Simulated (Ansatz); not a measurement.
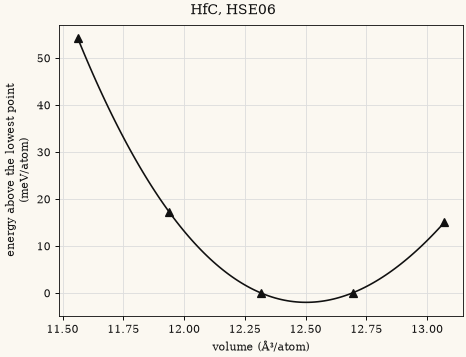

The figure shows the energy above the lowest point against volume for HfC, space group Fm-3m (No. 225) (one of a set of cubic test structures, which need not be the stable phase).

Calculation (Ansatz 0.2.0 development build): equation of state of a cubic crystal from periodic Kohn-Sham density functional theory without spin, third-order Birch-Murnaghan fit to the free energies; pressure corrected for the finite basis. Level: HSE06.

structure type rock salt; atoms in cell 2; space group number 225; lattice centring face-centred primitive; k mesh 4×4×4; occupation method Fermi–Dirac; occupation width 0.1 eV; wave cutoff 820 eV; datasets hand-made PAW; density tolerance 0 eV; bands 19; density cutoff ratio 4; search for lower states default; exchange singularity regularized.

From this curve and the settings, what does the calculation give for the pressure at the same points?

The pressure falls from 20.5 GPa at volume 11.56 Å³/atom to −9.3 GPa at 13.07 Å³/atom, and changes sign near 12.51 Å³/atom.

| volume (Å³/atom) | pressure (GPa) |
| --- | --- |
| 11.56 | 20.5 |
| 11.94 | 11.3 |
| 12.32 | 3.5 |
| 12.69 | −3.3 |
| 13.07 | −9.3 |

Caveats: coarse k-mesh, values are not converged in k.
